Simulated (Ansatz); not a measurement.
**What a change does: single-point calculation on Cu**

System: Cu (1 atom in the cell).
Method of run A: DFT PBEsol, scalar-relativistic, plane waves, PAW, no spin polarisation (Ansatz 0.2.0).

The structure derives from a Materials Project entry. Text and figures count atoms from 1; the logs count them from 0 in places.

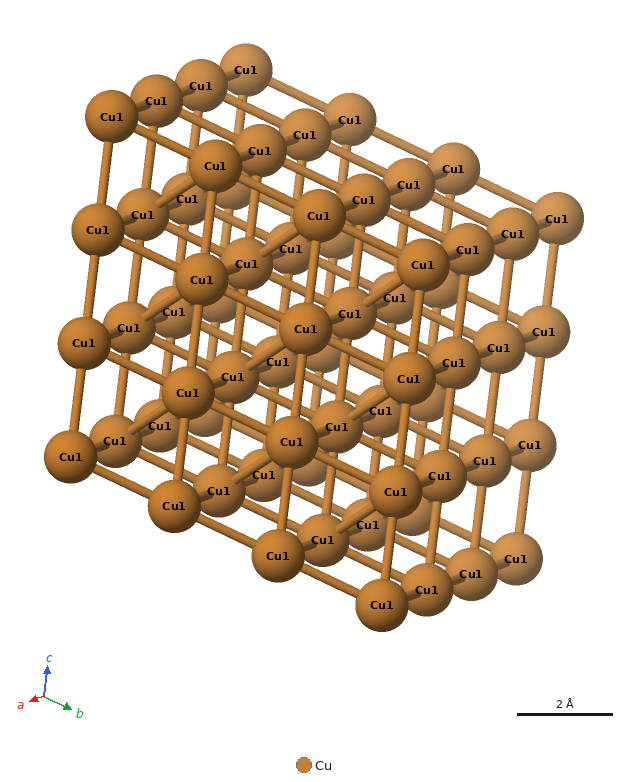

Fig. 1: The input geometry (ball-and-stick view of the cell of the calculation, repeated 3 × 3 × 3, seen slightly off an axis; atoms are numbered from 1 in the order of the input). An atom can appear more than once, as a periodic image. Near neighbours in the periodic cell (some may lie outside the picture): Cu has 8 Cu at 2.44 to 2.49 Å.

### Input file, run A
```yaml
crystal:
  lattice:
    - [-1.44279332, 1.4634345418, 1.3977233498]
    - [1.44279332, -1.4221520982, 1.3544395502]
    - [1.44279332, 1.4221520982, -1.3544395502]
  atoms:
    - { symbol: Cu, position: [0.0, 0.0, 0.0] }
basis:
  ecutwfc: 420
kpoints:
  mp_grid: { grid: [24, 24, 24] }
hamiltonian:
  xc: pbesol
scf:
  occupations: { method: gaussian, width: 0.15 }
output:
  forces: true
  stress: true
  eigenvalues: true
```

Launched with:
```bash
ansatz run input.yaml --threads 1 --pin off --max-ram 2560MiB --backend cpu --events-out ev --progress --plain --runs-dir out
```

Hardware: 1 thread of Intel Xeon (Granite Rapids), 192 GiB of memory available, shared host.

### Output, shortened to warnings, some set-up lines, iterations and results (run A)
```
Basis set: ecut = 420 eV, 217 PW (Γ), exchange–correlation on 36×36×36 points (8 copies of the dense FFT grid, shifted against one another)
Symmetry: 4 space group operations
k-points: 3614 of 13824
Initial density: superposition of atomic densities (neutral atoms: chi_scale 0, normalization atom), corrected by the library's trained network
[...]
SCF iter   1: F=—  HF=-6588.738386 eV  |F-HF|=—  |Δ(HF+E_count)|=         —  Δρ=2.16e-2  dr2=2.78e-2  ethr=1.77e-3  ⟨swp⟩=5.1  Hψ=250192  notcnv=0
SCF iter   2: F=—  HF=-6588.731960 eV  |F-HF|=—  |Δ(HF+E_count)|=   6.43e-3  Δρ=9.80e-4  dr2=3.93e-5  ethr=1.46e-4  ⟨swp⟩=2.8  Hψ=104931  notcnv=0  defer=609
SCF iter   3: F=—  HF=-6588.731955 eV  |F-HF|=—  |Δ(HF+E_count)|=   5.58e-6  Δρ=1.05e-3  dr2=5.04e-5  ethr=2.07e-7  ⟨swp⟩=2.0  Hψ=83761  notcnv=0  defer=609
SCF iter   4: F=—  HF=-6588.731985 eV  |F-HF|=—  |Δ(HF+E_count)|=   3.07e-5  Δρ=9.49e-5  dr2=3.99e-7  ethr=2.07e-7  ⟨swp⟩=1.0  Hψ=49204  notcnv=0  defer=609
SCF iter   5: F=-6588.731985 eV  HF=-6588.731985 eV  |F-HF|=5.39e-10  |Δ(HF+E_count)|=   8.01e-8  Δρ=4.70e-6  dr2=1.06e-9  ethr=2.10e-9  ⟨swp⟩=1.8  Hψ=68673  notcnv=0  …
SCF iter   6: F=-6588.731985 eV  HF=-6588.731985 eV  |F-HF|=4.55e-12  |Δ(HF+E_count)|=  9.48e-10  Δρ=1.28e-7  dr2=5.95e-13  ethr=5.57e-12  ⟨swp⟩=2.8  Hψ=165849  notcnv=0
SCF 1 converged in 6 iterations: F = -6588.731985 eV  dr2 = 5.95e-13
SCF converged after 6 iterations
Free energy (F): -6588.731985 eV
Harris-Foulkes:  -6588.731985 eV  (|F-HF|=4.55e-12)
Internal energy: -6588.727953 eV  (E = F + TS)
E sigma→0 (E₀):  -6588.729969 eV
Entropy (-TS):   -0.004032 eV (-4.032 meV/atom)
Fermi energy:    17.252338 eV
--- Per-component energies (eV) ---
  E_band       = -350.205177
  E_kinetic    = 300.483654
  E_local      = -3993.676235  (includes V_loc(G=0)·N_el)
  E_nonlocal   = 391.367762
  E_hartree    = 1758.136053
  E_xc         = -89.265323
  E_vxc        = -115.708238  (∫ρ·V_xc dr)
  E_paw        = -1626.079121  (= ΣΔE_a)
  E_vpaw       = -448.944532  (= ΣTr[D̂ρ^β])
  E_aug_tail   = 0.000283  (compensation charges beyond the density's cutoff)
  E_ewald      = -3329.901229
  E_core_change = 0.206202  (= ΣΔE_core)
  E_smearing   = -0.004032  (= −TS)
  E_closure    = -0.000000  (closes the sum)
  Σ components = -6588.731985   (vs F -6588.731985, Δ=0.00e0)
--- Forces (eV/Å), atoms counted from 1 ---
  atom   1  Cu     0.00000000    -0.00000000     0.00000000
  max |Σ_I F_I| component: 1.23e-32 eV/Å
--- Stress (GPa, compression-positive) ---
       -1.077142      -0.000000      -0.000000
       -0.000000      -1.267114      -2.963759
       -0.000000      -2.963759      -1.402296
  P = ⅓ Tr σ = -1.2489 GPa (-12.489 kbar)
```

The input of run B differs as follows (lines with − go, lines with + come):
```diff
-    - [-1.44279332, 1.4634345418, 1.3977233498]
-    - [1.44279332, -1.4221520982, 1.3544395502]
-    - [1.44279332, 1.4221520982, -1.3544395502]
+    - [-1.44279332, 1.4496737272, 1.3832954166]
+    - [1.44279332, -1.4359129128, 1.3688674834]
+    - [1.44279332, 1.4359129128, -1.3688674834]
```

How does run B compare with run A?

With the same functional and potentials, run B lies 2.8 meV per atom lower. The pressure goes from −1.25 to −1.41 GPa. The number of SCF iterations is the same. The plane waves at Γ go from 217 to 225.

### Output, shortened to warnings, some set-up lines, iterations and results (run B)
```
Basis set: ecut = 420 eV, 225 PW (Γ), exchange–correlation on 36×36×36 points (8 copies of the dense FFT grid, shifted against one another)
Symmetry: 4 space group operations
k-points: 3614 of 13824
Initial density: superposition of atomic densities (neutral atoms: chi_scale 0, normalization atom), corrected by the library's trained network
[...]
SCF iter   1: F=—  HF=-6588.741261 eV  |F-HF|=—  |Δ(HF+E_count)|=         —  Δρ=2.18e-2  dr2=2.82e-2  ethr=1.77e-3  ⟨swp⟩=5.1  Hψ=250364  notcnv=0
SCF iter   2: F=—  HF=-6588.734745 eV  |F-HF|=—  |Δ(HF+E_count)|=   6.52e-3  Δρ=9.73e-4  dr2=3.86e-5  ethr=1.48e-4  ⟨swp⟩=2.8  Hψ=105160  notcnv=0  defer=617
SCF iter   3: F=—  HF=-6588.734738 eV  |F-HF|=—  |Δ(HF+E_count)|=   7.16e-6  Δρ=1.06e-3  dr2=5.16e-5  ethr=2.03e-7  ⟨swp⟩=2.0  Hψ=83768  notcnv=0  defer=617
SCF iter   4: F=—  HF=-6588.734769 eV  |F-HF|=—  |Δ(HF+E_count)|=   3.12e-5  Δρ=9.31e-5  dr2=3.86e-7  ethr=2.03e-7  ⟨swp⟩=1.0  Hψ=49192  notcnv=0  defer=617
SCF iter   5: F=-6588.734769 eV  HF=-6588.734769 eV  |F-HF|=4.92e-10  |Δ(HF+E_count)|=   5.19e-8  Δρ=4.47e-6  dr2=1.00e-9  ethr=2.03e-9  ⟨swp⟩=2.0  Hψ=73404  notcnv=0  …
SCF iter   6: F=-6588.734769 eV  HF=-6588.734769 eV  |F-HF|=9.09e-13  |Δ(HF+E_count)|=  7.38e-10  Δρ=1.19e-7  dr2=5.01e-13  ethr=5.26e-12  ⟨swp⟩=2.6  Hψ=167525  notcnv=0
SCF 1 converged in 6 iterations: F = -6588.734769 eV  dr2 = 5.01e-13
SCF converged after 6 iterations
Free energy (F): -6588.734769 eV
Harris-Foulkes:  -6588.734769 eV  (|F-HF|=9.09e-13)
Internal energy: -6588.730479 eV  (E = F + TS)
E sigma→0 (E₀):  -6588.732624 eV
Entropy (-TS):   -0.004291 eV (-4.291 meV/atom)
Fermi energy:    17.248855 eV
--- Per-component energies (eV) ---
  E_band       = -350.290663
  E_kinetic    = 300.469413
  E_local      = -3993.502894  (includes V_loc(G=0)·N_el)
  E_nonlocal   = 391.343709
  E_hartree    = 1758.007342
  E_xc         = -89.262942
  E_vxc        = -115.705012  (∫ρ·V_xc dr)
  E_paw        = -1626.060631  (= ΣΔE_a)
  E_vpaw       = -448.910855  (= ΣTr[D̂ρ^β])
  E_aug_tail   = 0.000267  (compensation charges beyond the density's cutoff)
  E_ewald      = -3329.930944
  E_core_change = 0.206202  (= ΣΔE_core)
  E_smearing   = -0.004291  (= −TS)
  E_closure    = -0.000000  (closes the sum)
  Σ components = -6588.734769   (vs F -6588.734769, Δ=0.00e0)
--- Forces (eV/Å), atoms counted from 1 ---
  atom   1  Cu     0.00000000     0.00000000    -0.00000000
  max |Σ_I F_I| component: 1.23e-32 eV/Å
--- Stress (GPa, compression-positive) ---
       -1.349483      -0.000000      -0.000000
       -0.000000      -1.372968      -0.972871
       -0.000000      -0.972871      -1.502086
  P = ⅓ Tr σ = -1.4082 GPa (-14.082 kbar)
```

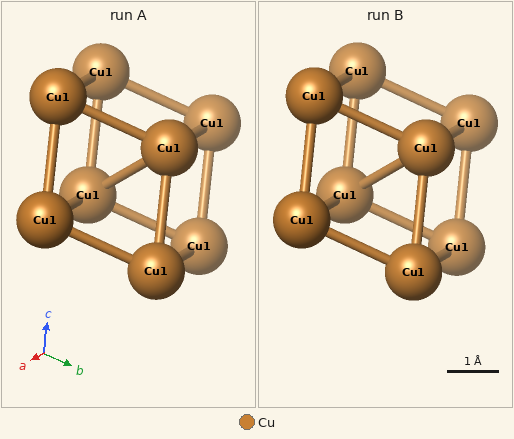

Fig. 2: The two input geometries at one scale (ball-and-stick view of the cell of the calculation, seen slightly off an axis). No atom moves by more than 0.005 Å relative to the cell. The drawn cell changes at constant volume: a 2.485 → 2.469 Å (−0.7 %), b = c 2.437 → 2.453 Å (+0.7 %), α 107.4° → 107.9°. Among the contacts that change: Cu1–Cu1 2.485 → 2.469 Å.

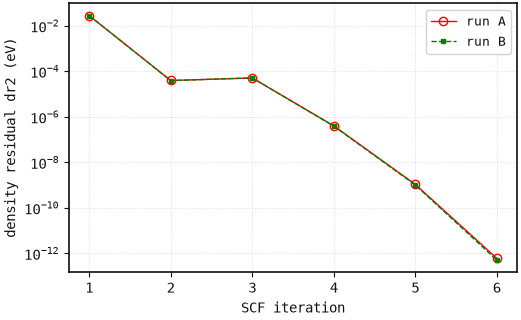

Fig. 3: Convergence of the two runs: density residual dr2 against the SCF iteration. Run A takes 6 iterations in all, and run B takes 6.

### The two runs side by side

| quantity | run A | run B |
| --- | --- | --- |
| outcome | converged | converged |
| free energy per atom (eV) | −6588.7320 | −6588.7348 |
| energy per atom, smearing taken to zero (eV) | −6588.7300 | −6588.7326 |
| gap on the mesh (eV) | 0.00 | 0.00 |
| pressure (GPa) | −1.25 | −1.41 |
| largest force (eV/Å) | 0.000 | 0.000 |
| SCF iterations | 6 | 6 |
| irreducible k-points | 3614 | 3614 |
| plane waves at Γ | 217 | 225 |
| wall time (shared host) | 18 s | 16 s |
